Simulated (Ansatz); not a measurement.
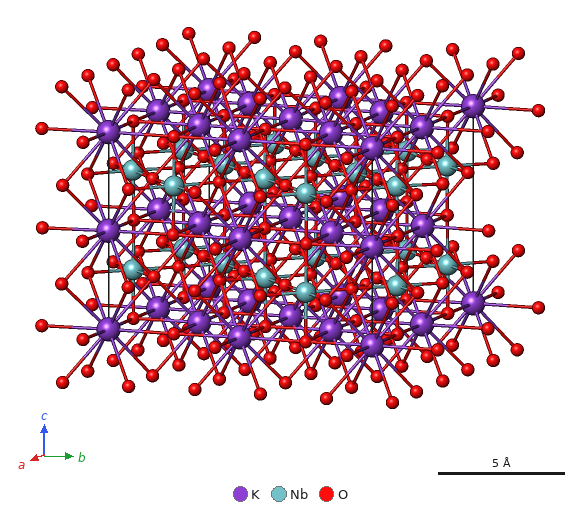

Starting structure of a defect cell of composition K8Nb7O24 (cell charge −4). The picture is a ball-and-stick view of the conventional cell (2 times the calculation's cell) (origin shifted), seen slightly off an axis. Lengths and directions refer to the drawn axes.

Theory: DFT, PBEsol, PAW, plane waves (Ansatz 0.2.0).

The input:
```yaml
crystal:
  lattice:
    - [7.972960, 0.000000, 0.000000]
    - [0.000000, 7.972960, 0.000000]
    - [0.000000, 0.000000, 7.972960]
  atoms:
    - { symbol: K, position: [0.004868, 0.999846, 0.000350] }
    - { symbol: K, position: [0.996426, 0.002982, 0.498865] }
    - { symbol: K, position: [0.999284, 0.499791, 0.001583] }
    - { symbol: K, position: [0.000238, 0.501423, 0.503408] }
    - { symbol: K, position: [0.499590, 0.998662, 0.003700] }
    - { symbol: K, position: [0.499301, 0.003755, 0.497097] }
    - { symbol: K, position: [0.499162, 0.498481, 0.999685] }
    - { symbol: K, position: [0.501985, 0.501253, 0.499493] }
    - { symbol: Nb, position: [0.248690, 0.249745, 0.746688] }
    - { symbol: Nb, position: [0.250946, 0.750569, 0.247929] }
    - { symbol: Nb, position: [0.252062, 0.745778, 0.750234] }
    - { symbol: Nb, position: [0.749022, 0.249145, 0.248566] }
    - { symbol: Nb, position: [0.747872, 0.248437, 0.753732] }
    - { symbol: Nb, position: [0.747889, 0.749582, 0.247955] }
    - { symbol: Nb, position: [0.748575, 0.751131, 0.750155] }
    - { symbol: O, position: [0.250744, 0.248251, 0.997536], spin: 0.167 }
    - { symbol: O, position: [0.248490, 0.245299, 0.499816], spin: 0.167 }
    - { symbol: O, position: [0.246116, 0.752231, 0.000580] }
    - { symbol: O, position: [0.247148, 0.748928, 0.498943] }
    - { symbol: O, position: [0.750823, 0.249924, 0.001947] }
    - { symbol: O, position: [0.750845, 0.252536, 0.500254] }
    - { symbol: O, position: [0.753711, 0.746403, 0.998543] }
    - { symbol: O, position: [0.748533, 0.751881, 0.493773] }
    - { symbol: O, position: [0.998285, 0.250806, 0.250144], spin: 0.167 }
    - { symbol: O, position: [0.997296, 0.244728, 0.747448] }
    - { symbol: O, position: [0.000543, 0.744859, 0.246843] }
    - { symbol: O, position: [0.000257, 0.750045, 0.746242] }
    - { symbol: O, position: [0.501217, 0.250680, 0.251703], spin: 0.167 }
    - { symbol: O, position: [0.502263, 0.251056, 0.751763] }
    - { symbol: O, position: [0.497202, 0.747139, 0.247852] }
    - { symbol: O, position: [0.500138, 0.748922, 0.753197] }
    - { symbol: O, position: [0.250153, 0.998453, 0.249934], spin: 0.167 }
    - { symbol: O, position: [0.251492, 0.999627, 0.746707] }
    - { symbol: O, position: [0.252828, 0.499232, 0.251649], spin: 0.167 }
    - { symbol: O, position: [0.245742, 0.500007, 0.750125] }
    - { symbol: O, position: [0.754362, 0.998981, 0.250312] }
    - { symbol: O, position: [0.746783, 0.001056, 0.749970] }
    - { symbol: O, position: [0.749841, 0.498612, 0.246719] }
    - { symbol: O, position: [0.749864, 0.499529, 0.749134] }
  symmetry: { detect: false }
kpoints:
  mp_grid: { grid: [1, 1, 1], shift: [0.25, 0.25, 0.25] }
hamiltonian:
  xc: pbesol
total_charge: -4
magnetization:
  spin_polarized: true
scf:
  occupations: { method: fermi_dirac, width: 0.01 }
relax:
  f_tol: 0.03
  max_steps: 80
  escape_saddle: false
  adjacent_minimum: "off"
output:
  forces: true
  eigenvalues: true
  populations: true
  charged_corrections: { epsilon: 150 }
```

Launched with:
```bash
ansatz run in.yaml --threads 7 --pin off --max-ram 13300MiB --runs-dir r --events-out ev --progress --plain
```

> Predict the outcome.

The largest move is that of K8, 0.27 Å along [0 −1 −1]. By element the largest moves are K 0.27 Å, O 0.18 Å, Nb 0.14 Å. The lattice vectors keep their values. Among the contacts that change: K8–Nb15 3.439 → 3.849 Å, K4–O34 2.843 → 2.557 Å, K2–O32 2.834 → 2.560 Å, K4–Nb15 3.444 → 3.718 Å. Bond angles that change, for instance: K5–O28–K8 179.8° → 167.3°, K2–O24–K3 179.8° → 167.9°, K3–O24–Nb12 90.2° → 101.9°. The energy falls by 3.194 eV per cell of the calculation in 10 geometry steps. Largest force component: 3.5 eV/Å at the start, 0.017 eV/Å at the end. Cost: 79 s on 7 threads of Arm Neoverse-V2, peak memory 1.5 GiB.

The structure at the end:

```
K Nb O
1.0
     7.97296    0.00000    0.00000
     0.00000    7.97296    0.00000
     0.00000    0.00000    7.97296
K Nb O
8 7 24
Direct
  0.01900 0.01875 0.01879
  0.01701 0.01609 0.48550
  0.01621 0.48569 0.01664
  0.01605 0.48396 0.48438
  0.48591 0.01662 0.01595
  0.48441 0.01597 0.48376
  0.48401 0.48420 0.01593
  0.48135 0.48104 0.48103
  0.24201 0.25702 0.74967
  0.25717 0.74959 0.24161
  0.26124 0.75512 0.74317
  0.74993 0.24186 0.25709
  0.74352 0.26094 0.75519
  0.75531 0.74334 0.26094
  0.76008 0.75976 0.75976
  0.25860 0.24080 0.98134
  0.25783 0.24064 0.51779
  0.24920 0.74881 0.99432
  0.24971 0.74835 0.50372
  0.75014 0.24462 0.99297
  0.75007 0.24493 0.50281
  0.74769 0.74715 0.99653
  0.74760 0.74684 0.50005
  0.98159 0.25821 0.24042
  0.99453 0.24918 0.74896
  0.99327 0.75005 0.24467
  0.99680 0.74707 0.74715
  0.51808 0.25765 0.24034
  0.50390 0.24927 0.74829
  0.50311 0.74957 0.24485
  0.50032 0.74756 0.74703
  0.24151 0.98124 0.25867
  0.24473 0.99298 0.74997
  0.24082 0.51774 0.25816
  0.24543 0.50281 0.74976
  0.74910 0.99424 0.24914
  0.74763 0.99650 0.74732
  0.74869 0.50361 0.24947
  0.74703 0.50000 0.74742
```

The end point in the same view:

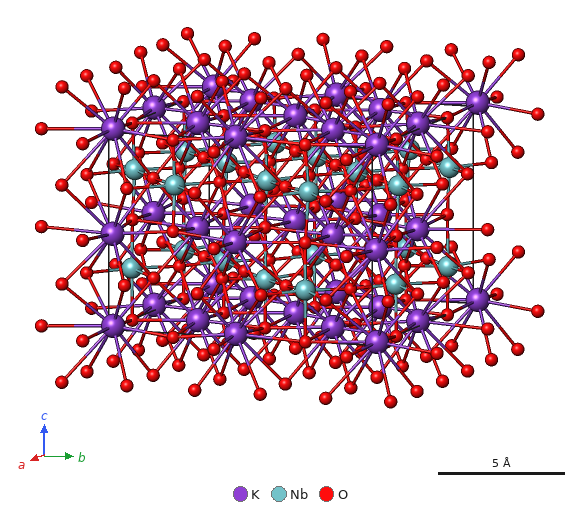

Limits of the set-up: the periodic images lie only 8.0 Å apart, so the values are limited by the cell's size; the cell is charged, on a uniform background, and energies carry no finite-size correction.
